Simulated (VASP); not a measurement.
**How PAW data sets and SCF threshold change a VASP run on Cd (Cadmium)**

A convergence test on Cd (Cadmium): the PAW data sets and SCF threshold. The series runs use LDA. The PAW data sets tried: minimal 64: Cd; recommended 54: Cd; gw 64: Cd_sv_GW. The SCF threshold tried: EDIFF = 0.01; EDIFF = 0.001; EDIFF = 1E-04; EDIFF = 1E-05; EDIFF = 1E-06; EDIFF = 1E-08. The atoms of the start are displaced at random from the sites of a P6_3/mmc cell.

Main program and level: VASP 6.6.1; LDA; plane waves and PAW (Cd), in the first sound run; inputs show where later runs differ.

## (1) The structure

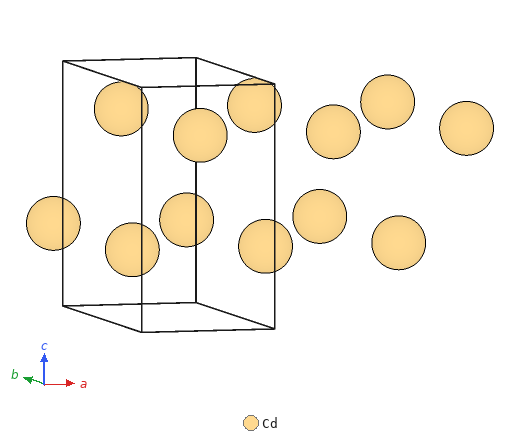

Start, viewed from a free direction; cadmium orange. 3×2×1 cells are drawn.

## (2) PAW data sets: minimal 64: Cd

Data sets differ in which electrons are valence and how hard the partial waves are. LDA, the lowest rung, knows the local density alone.

File INCAR:

```
SYSTEM = Cd
PREC = Accurate
ENCUT = 400
EDIFF = 1E-06
NELM = 100
ISMEAR = -1
SIGMA = 0.05
LREAL = .FALSE.
ALGO = Normal
GGA = CA
NBANDS = 18
LORBIT = 11
LWAVE = .FALSE.
LCHARG = .FALSE.
KPAR = 2
ISIF = 2
```

File POSCAR:

```
Cd
1.0
    2.9788700000      0.0000000000      0.0000000000
   -1.4894350000      2.5797770946      0.0000000000
    0.0000000000      0.0000000000      5.6176500000
Cd
2
Direct
    0.3225440000      0.6628120000      0.2612670000
    0.6454820000      0.3477860000      0.7579970000
```

File KPOINTS:

```
Automatic mesh
0
Gamma
10 10 5
0 0 0
```

The projector-augmented-wave data sets are Cd (PBE family, release 64).

Run with:

```sh
mpirun -np 2 vasp_std
```

The program printed:

```text
[banner, memory and clock lines left out]
running    2 mpi-ranks, on    1 nodes
 distrk:  each k-point on    1 cores,    2 groups
 distr:  one band on    1 cores,    1 groups

 POSCAR found type information on POSCAR Cd
 POSCAR found :  1 types and       2 ions
|                                                                             |
|               ----> ADVICE to this user running VASP <----                  |
|                                                                             |
|     You enforced a specific xc type in the INCAR file but a different       |
|     [... a line on the potential file left out ...]
|     I HOPE YOU KNOW WHAT YOU ARE DOING!                                     |
|                                                                             |

 LDA part: xc-table for (Slater(with rela. corr.)+CA(PZ))
 , standard interpolation
 POSCAR, INCAR and KPOINTS ok, starting setup
 FFT: planning ... GRIDC
 FFT: planning ... GRID_SOFT
 FFT: planning ... GRID
 WAVECAR not read
 entering main loop
       N       E                     dE             d eps       ncg     rms          rms(c)
DAV:   1     0.148342858664E+03    0.14834E+03   -0.11422E+04  9088   0.110E+03
DAV:   2    -0.974274893097E-01   -0.14844E+03   -0.14437E+03  9344   0.316E+02
DAV:   3    -0.335095227920E+01   -0.32535E+01   -0.32475E+01 10186   0.543E+01
DAV:   4    -0.335605681997E+01   -0.51045E-02   -0.51040E-02  9822   0.193E+00
DAV:   5    -0.335607196776E+01   -0.15148E-04   -0.15148E-04  9774   0.105E-01    0.432E+00
DAV:   6    -0.310205417124E+01    0.25402E+00   -0.65356E-01  9598   0.100E+01    0.328E+00
DAV:   7    -0.308499419858E+01    0.17060E-01   -0.38929E-02  9620   0.173E+00    0.193E+00
DAV:   8    -0.308083283232E+01    0.41614E-02   -0.37972E-03  9364   0.736E-01    0.101E-01
DAV:   9    -0.308083681061E+01   -0.39783E-05   -0.63990E-05  9564   0.838E-02    0.393E-02
DAV:  10    -0.308084230369E+01   -0.54931E-05   -0.89073E-06  9514   0.305E-02    0.543E-03
DAV:  11    -0.308084216777E+01    0.13591E-06   -0.57546E-07  4818   0.801E-03
   1 F= -.30808422E+01 E0= -.30798044E+01  d E =-.207552E-02
```

Wall time 33 s (2 MPI ranks of Intel Xeon Platinum 8259CL at 2.50GHz (Skylake/Cascade Lake), shared host); peak memory 0.4 GiB; 64 s of CPU time.

Lines that name or quote the potential files are left out of all logs, and their timing lines are given in words.

OUTCAR, selected parts (step 2):

```text
ion  position               nearest neighbor table
   1  0.323  0.663  0.261-   2 3.24   2 3.27   2 3.29   2 3.30   2 3.32   2 3.33
   2  0.645  0.348  0.758-   1 3.24   1 3.27   1 3.29   1 3.30   1 3.32   1 3.33

  LATTYP: Found a hexagonal cell.
 ALAT       =     2.9788700000
 C/A-ratio  =     1.8858325472

 Subroutine GETGRP returns: Found  2 space group operations
 (whereof  1 operations were pure point group operations)

The static configuration has the point symmetry C_1 .
 The point group associated with its full space group is S_2 .

 Found    252 irreducible k-points:

   k-points           NKPTS =    252   k-points in BZ     NKDIM =    252   number of bands    NBANDS=     18

   dimension x,y,z NGX =    20 NGY =   20 NGZ =   40
   dimension x,y,z NGXF=    40 NGYF=   40 NGZF=   80

   ENCUT  =  400.0 eV  29.40 Ry    5.42 a.u.   4.86  4.86  9.16*2*pi/ulx,y,z

   NELECT =      24.0000    total number of electrons

 k-points in reciprocal lattice and weights: Automatic mesh
   0.00000000  0.00000000  0.00000000       0.002
   0.10000000  0.00000000  0.00000000       0.004
   0.00000000  0.10000000  0.00000000       0.004
  -0.10000000  0.10000000  0.00000000       0.004
   0.20000000  0.00000000  0.00000000       0.004
   0.00000000  0.20000000  0.00000000       0.004
  -0.20000000  0.20000000  0.00000000       0.004
   0.30000000  0.00000000  0.00000000       0.004
   0.00000000  0.30000000  0.00000000       0.004
[...]
0.30000000  0.40000000  0.40000000       0.004
  -0.40000000 -0.30000000  0.40000000       0.004

 average (electrostatic) potential at core
       1 -39.4108       2 -39.4108

 E-fermi :   2.4607

 k-point     1 :       0.0000    0.0000    0.0000
  band No.  band energies     occupation
    ...
      9      -6.0241      2.00000
     10      -5.8106      2.00000
     11      -5.7703      2.00000
     12      -0.4744      2.00000
     13      -0.4429      2.00000
     14      13.1080      0.00000
     15      17.0739      0.00000
     16      17.3348      0.00000
     17      17.4788      0.00000
     18      17.5400      0.00000

 k-point     2 :       0.1000    0.0000    0.0000
  band No.  band energies     occupation
    ...
      9      -6.0753      2.00000
     10      -5.9244      2.00000
     11      -5.7807      2.00000
     12      -0.3300      2.00000
     13      -0.0535      2.00000
     14      13.4284      0.00000
     15      14.2151      0.00000
     16      15.7857      0.00000
     17      16.7159      0.00000
     18      17.4510      0.00000

 k-point     3 :       0.0000    0.1000    0.0000
  band No.  band energies     occupation
    ...
      9      -6.0781      2.00000
     10      -5.9272      2.00000
     11      -5.7764      2.00000
     12      -0.3299      2.00000
     13      -0.0543      2.00000
     14      13.4287      0.00000
     15      14.2211      0.00000
     16      15.7770      0.00000
     17      16.7092      0.00000
     18      17.4542      0.00000

  Total       -1.3271372     -1.2825595     -1.2017430      0.0270885     -0.0019654      0.0021022
  in kB      -49.2536021    -47.5992055    -44.5998900      1.0053279     -0.0729398      0.0780193
  external PRESSURE =     -47.1508992 kB  Pullay stress =       0.0000000 kB

  energy-cutoff  :      400.00
  volume of cell :       43.17
      direct lattice vectors                 reciprocal lattice vectors
     2.978870000  0.000000000  0.000000000     0.335697765  0.193815195  0.000000000
    -1.489435000  2.579777095  0.000000000     0.000000000  0.387630389  0.000000000
     0.000000000  0.000000000  5.617650000     0.000000000  0.000000000  0.178010378

 POSITION                                       TOTAL-FORCE (eV/Angst)
 -----------------------------------------------------------------------------------
     -0.02640      1.70991      1.46771        -0.014680      0.011442     -0.021724
      1.40480      0.89721      4.25816         0.014680     -0.011442      0.021724
 -----------------------------------------------------------------------------------
    total drift:                                0.000026      0.000052     -0.000018

  FREE ENERGIE OF THE ION-ELECTRON SYSTEM (eV)
  ---------------------------------------------------
  free  energy   TOTEN  =        -3.0808421678 eV

  energy  without entropy=       -3.0787666494  energy(sigma->0) =       -3.07980441

 total charge
# of ion       s       p       d       tot
------------------------------------------
    1        0.534   0.310   9.479  10.323
    2        0.534   0.310   9.479  10.323
--------------------------------------------------
tot          1.067   0.621  18.959  20.647

[... 3 further parts left out ...]
```

The k-mesh is coarse for a metal. The PAW data sets were made with PBE, though LDA sets exist; this is a small mismatch.

This step gave:

```yaml
scf_cycles: 11
electrons: 24
bands: 18
irreducible_k_points: 252
symmetry_operations: 2
free_energy_toten: -3.081 eV
energy_at_zero_smearing: -3.080 eV
fermi_energy: 2.461 eV
pressure: -4.715 GPa
metallic: yes
```

The series starts at -1.5399 eV an atom and -4.72 GPa, after 11 cycles in 33 s.

## (3) PAW data sets: recommended 54: Cd

INCAR is that of step 2.

POSCAR is that of step 2.

KPOINTS is that of step 2.

PAW data sets: Cd (PBE family, release 54).

Run with:

```sh
mpirun -np 2 vasp_std
```

The program printed:

```text
[banner, memory and clock lines left out]
running    2 mpi-ranks, on    1 nodes
[...]
[... a notice as in an earlier step ...]

 LDA part: xc-table for (Slater(with rela. corr.)+CA(PZ))
 , standard interpolation
 POSCAR, INCAR and KPOINTS ok, starting setup
[...]
entering main loop
       N       E                     dE             d eps       ncg     rms          rms(c)
[... 11 cycles as in an earlier step ...]
   1 F= -.30808422E+01 E0= -.30798044E+01  d E =-.207552E-02
```

Wall time 33 s (2 MPI ranks); peak memory 0.4 GiB.

Parts of OUTCAR (step 3):

```text
[... 6 parts as in an earlier step ...]

[... 1 further part left out ...]
[key lines of the parts left out:]
E-fermi :   2.4607
```

With 24 valence electrons the pressure is -4.72 GPa, +0.00 GPa from the first of the series, after 11 cycles in 33 s.

## (4) PAW data sets: GW 64: Cd sv GW

This step: LDA; plane waves and PAW (Cd_sv_GW) (VASP 6.6.1).

INCAR, as its differences from that of step 3:

```diff
@@ -2,3 +2,3 @@
 PREC = Accurate
-ENCUT = 400
+ENCUT = 480
 EDIFF = 1E-06
@@ -10,3 +10,3 @@
 GGA = CA
-NBANDS = 18
+NBANDS = 26
 LORBIT = 11
```

POSCAR is that of step 3.

KPOINTS is that of step 3.

Potentials, in the order of the species: Cd_sv_GW (PBE family, release 64).

Run with:

```sh
mpirun -np 2 vasp_std
```

The program printed:

```text
[... set-up lines as in an earlier step ...]
 entering main loop
       N       E                     dE             d eps       ncg     rms          rms(c)
DAV:   1     0.988901824352E+03    0.98890E+03   -0.24693E+04 14288   0.221E+03
DAV:   2     0.993991450985E+02   -0.88950E+03   -0.84710E+03 13106   0.933E+02
DAV:   3     0.776756298972E+00   -0.98622E+02   -0.97178E+02 20178   0.367E+02
DAV:   4    -0.327937374846E+01   -0.40561E+01   -0.40475E+01 18772   0.997E+01
[...]
DAV:   9    -0.322378282559E+01    0.64481E-04   -0.32920E-04 20894   0.216E-01    0.507E-02
DAV:  10    -0.322378071950E+01    0.21061E-05   -0.27459E-05 20548   0.127E-01    0.482E-03
DAV:  11    -0.322378067034E+01    0.49156E-07   -0.55326E-07  8766   0.247E-02
   1 F= -.32237807E+01 E0= -.32227375E+01  d E =-.208644E-02
```

Wall time 71 s (2 MPI ranks); peak memory 0.66 GiB.

From OUTCAR (step 4):

```text
  Total       -1.9645618     -1.9184093     -1.7884662      0.0277433     -0.0012555      0.0021467
  in kB      -72.9101302    -71.1972882    -66.3747516      1.0296275     -0.0465955      0.0796700
  external PRESSURE =     -70.1607233 kB  Pullay stress =       0.0000000 kB

 POSITION                                       TOTAL-FORCE (eV/Angst)
 -----------------------------------------------------------------------------------
     -0.02640      1.70991      1.46771        -0.012173      0.009203     -0.019430
      1.40480      0.89721      4.25816         0.012173     -0.009203      0.019430
 -----------------------------------------------------------------------------------
    total drift:                               -0.000058      0.000207      0.000408

  FREE ENERGIE OF THE ION-ELECTRON SYSTEM (eV)
  ---------------------------------------------------
  free  energy   TOTEN  =        -3.2237806703 eV

  energy  without entropy=       -3.2216942343  energy(sigma->0) =       -3.22273745

[... 3 further parts left out ...]
[key lines of the parts left out:]
E-fermi :   6.0150
```

With 40 valence electrons the pressure is -7.02 GPa, -2.30 GPa from the first of the series, after 11 cycles in 71 s.

## (5) The PAW data sets series as a table

This step: convergence of LDA results with the datasets; plane waves and PAW (VASP 6.6.1).

Derived from the runs above.

Differences are taken from the run with minimal 64: Cd. Results of the series, by row:

```csv
setting,status,pressure (GPa),largest force difference (meV/Å),SCF cycles,wall time (s)
"minimal 64: Cd, 400 eV",converged,-4.715,0,11,33
"recommended 54: Cd, 400 eV",converged,-4.715,0,11,33
"gw 64: Cd_sv_GW, 480 eV",converged,-7.016,2.507,11,71
```

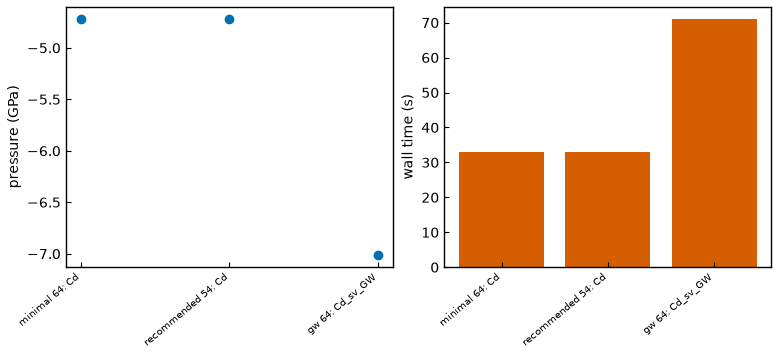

The pressure and the wall time by setting.

## (6) SCF threshold: EDIFF = 0.01

This step: LDA; plane waves and PAW (Cd) (VASP 6.6.1).

EDIFF stops the electronic loop; forces need it tighter than energies do.

File INCAR:

```
SYSTEM = Cd
PREC = Accurate
ENCUT = 400
EDIFF = 0.01
NELM = 100
ISMEAR = -1
SIGMA = 0.05
LREAL = .FALSE.
ALGO = Normal
GGA = CA
NBANDS = 18
LORBIT = 11
LWAVE = .FALSE.
LCHARG = .FALSE.
KPAR = 2
ISIF = 2
```

POSCAR is that of step 4.

KPOINTS is that of step 4.

PAW data sets: Cd (PBE family, release 64).

Run with:

```sh
mpirun -np 2 vasp_std
```

The program printed:

```text
[... set-up lines as in an earlier step ...]
 entering main loop
       N       E                     dE             d eps       ncg     rms          rms(c)
[... 4 cycles as in an earlier step ...]
DAV:   5    -0.335607105842E+01   -0.14238E-04   -0.14238E-04  6364   0.105E-01    0.432E+00
DAV:   6    -0.310205043898E+01    0.25402E+00   -0.65395E-01  9598   0.100E+01    0.328E+00
DAV:   7    -0.308499705620E+01    0.17053E-01   -0.38892E-02  9192   0.172E+00    0.193E+00
DAV:   8    -0.308082464610E+01    0.41724E-02   -0.37196E-03  4600   0.736E-01
   1 F= -.30808246E+01 E0= -.30797863E+01  d E =-.207663E-02
```

It took 24 s on 2 MPI ranks; peak memory 0.4 GiB; 46 s of CPU time.

OUTCAR, selected parts (step 6):

```text
   NELECT =      24.0000    total number of electrons

 E-fermi :   2.4619

 k-point     1 :       0.0000    0.0000    0.0000
  band No.  band energies     occupation
    ...
      9      -6.0172      2.00000
     10      -5.8035      2.00000
     11      -5.7631      2.00000
     12      -0.4721      2.00000
     13      -0.4427      2.00000
     14      13.1088      0.00000
     15      17.0751      0.00000
     16      17.3359      0.00000
     17      17.4794      0.00000
     18      17.5419      0.00000

  Total       -1.5412083     -1.4958556     -1.4449394      0.0275311     -0.0019727      0.0021065
  in kB      -57.1983498    -55.5151933    -53.6255549      1.0217540     -0.0732139      0.0781764
  external PRESSURE =     -55.4463660 kB  Pullay stress =       0.0000000 kB

 POSITION                                       TOTAL-FORCE (eV/Angst)
 -----------------------------------------------------------------------------------
     -0.02640      1.70991      1.46771        -0.016390      0.012736     -0.022776
      1.40480      0.89721      4.25816         0.016390     -0.012736      0.022776
 -----------------------------------------------------------------------------------
    total drift:                                0.000025      0.000051     -0.000017

  FREE ENERGIE OF THE ION-ELECTRON SYSTEM (eV)
  ---------------------------------------------------
  free  energy   TOTEN  =        -3.0808246461 eV

  energy  without entropy=       -3.0787480136  energy(sigma->0) =       -3.07978633

[... 9 parts as in an earlier step ...]

[... 8 further parts left out ...]
```

Numbers from this step:

| Quantity | Value |
| --- | --- |
| SCF cycles | 8 |
| electrons | 24 |
| bands | 18 |
| free energy (TOTEN) | -3.081 eV |
| energy at zero smearing | -3.080 eV |
| Fermi energy | 2.462 eV |
| pressure | -5.545 GPa |

The series starts at -1.5399 eV an atom and -5.54 GPa, after 8 cycles in 24 s.

## (7) SCF threshold: EDIFF = 0.001

INCAR, as its differences from that of step 6:

```diff
@@ -3,3 +3,3 @@
 ENCUT = 400
-EDIFF = 0.01
+EDIFF = 0.001
 NELM = 100
```

POSCAR is that of step 6.

KPOINTS is that of step 6.

Run with:

```sh
mpirun -np 2 vasp_std
```

The program printed:

```text
[... set-up lines as in an earlier step ...]
 entering main loop
       N       E                     dE             d eps       ncg     rms          rms(c)
[... 4 cycles as in an earlier step ...]
DAV:   5    -0.335607122990E+01   -0.14410E-04   -0.14410E-04  7416   0.105E-01    0.432E+00
DAV:   6    -0.310205126038E+01    0.25402E+00   -0.65385E-01  9598   0.100E+01    0.328E+00
DAV:   7    -0.308499597965E+01    0.17055E-01   -0.38907E-02  9620   0.173E+00    0.193E+00
DAV:   8    -0.308083277707E+01    0.41632E-02   -0.37959E-03  9220   0.736E-01    0.101E-01
DAV:   9    -0.308083667000E+01   -0.38929E-05   -0.62750E-05  4654   0.838E-02
   1 F= -.30808367E+01 E0= -.30797988E+01  d E =-.207568E-02
```

It took 27 s on 2 MPI ranks; peak memory 0.4 GiB.

From OUTCAR (step 7):

```text
  Total       -1.3357538     -1.2911115     -1.2286025      0.0271060     -0.0019740      0.0021122
  in kB      -49.5733861    -47.9165908    -45.5967154      1.0059762     -0.0732621      0.0783876
  external PRESSURE =     -47.6955641 kB  Pullay stress =       0.0000000 kB

 POSITION                                       TOTAL-FORCE (eV/Angst)
 -----------------------------------------------------------------------------------
     -0.02640      1.70991      1.46771        -0.015053      0.011725     -0.021831
      1.40480      0.89721      4.25816         0.015053     -0.011725      0.021831
 -----------------------------------------------------------------------------------
    total drift:                                0.000025      0.000051     -0.000017

  FREE ENERGIE OF THE ION-ELECTRON SYSTEM (eV)
  ---------------------------------------------------
  free  energy   TOTEN  =        -3.0808366700 eV

  energy  without entropy=       -3.0787609895  energy(sigma->0) =       -3.07979883

[... 2 parts as in an earlier step ...]

[... 1 further part left out ...]
[key lines of the parts left out:]
E-fermi :   2.4613
```

Against the run before the energy moves by -0.01 meV an atom and the pressure by +0.78 GPa, after 9 cycles in 27 s.

## (8) SCF threshold: EDIFF = 1E-04

INCAR, as its differences from that of step 7:

```diff
@@ -3,3 +3,3 @@
 ENCUT = 400
-EDIFF = 0.001
+EDIFF = 1E-04
 NELM = 100
```

POSCAR is that of step 7.

KPOINTS is that of step 7.

Run with:

```sh
mpirun -np 2 vasp_std
```

The program printed:

```text
[... set-up lines as in an earlier step ...]
 entering main loop
       N       E                     dE             d eps       ncg     rms          rms(c)
[... 4 cycles as in an earlier step ...]
DAV:   5    -0.335607137122E+01   -0.14551E-04   -0.14551E-04  7926   0.105E-01    0.432E+00
DAV:   6    -0.310205186420E+01    0.25402E+00   -0.65379E-01  9598   0.100E+01    0.328E+00
DAV:   7    -0.308499527005E+01    0.17057E-01   -0.38914E-02  9620   0.173E+00    0.193E+00
DAV:   8    -0.308083280661E+01    0.41625E-02   -0.37965E-03  9364   0.736E-01    0.101E-01
DAV:   9    -0.308083668264E+01   -0.38760E-05   -0.62672E-05  5234   0.838E-02
   1 F= -.30808367E+01 E0= -.30797988E+01  d E =-.207568E-02
```

Elapsed: 27 s, on 2 MPI ranks; peak memory 0.4 GiB.

From OUTCAR (step 8):

```text
  Total       -1.3357052     -1.2910628     -1.2283957      0.0271037     -0.0019739      0.0021132
  in kB      -49.5715831    -47.9147843    -45.5890410      1.0058907     -0.0732573      0.0784265
  external PRESSURE =     -47.6918028 kB  Pullay stress =       0.0000000 kB

 POSITION                                       TOTAL-FORCE (eV/Angst)
 -----------------------------------------------------------------------------------
     -0.02640      1.70991      1.46771        -0.015042      0.011714     -0.021829
      1.40480      0.89721      4.25816         0.015042     -0.011714      0.021829
 -----------------------------------------------------------------------------------
    total drift:                                0.000025      0.000051     -0.000017

  FREE ENERGIE OF THE ION-ELECTRON SYSTEM (eV)
  ---------------------------------------------------
  free  energy   TOTEN  =        -3.0808366826 eV

  energy  without entropy=       -3.0787610021  energy(sigma->0) =       -3.07979884

[... 2 parts as in an earlier step ...]

[... 1 further part left out ...]
[key lines of the parts left out:]
E-fermi :   2.4613
```

Against the run before the energy stays within 0.01 meV an atom and the pressure within 0.01 GPa, after 9 cycles in 27 s.

(Continued in part 2 of 2.)

[Lines on the potential files, build, host, timing and source positions are cut from VASP's logs without a mark.]

[Logs are printed without paths, hosts, clocks, repeated set-up lines and the standing remarks that a program may print on its own settings, such as how far it seeks lower states.]

[Hosts, paths, dates, database ids (printed as entryN), source tags and the programs' standing remarks are cut or masked in the printed files.]

[A measured line is paired with the nearest computed mode of its activity, which favours agreement.]

[In band tables of VASP the shares of atoms and orbitals are scaled to a sum of 1 inside the atoms' spheres.]
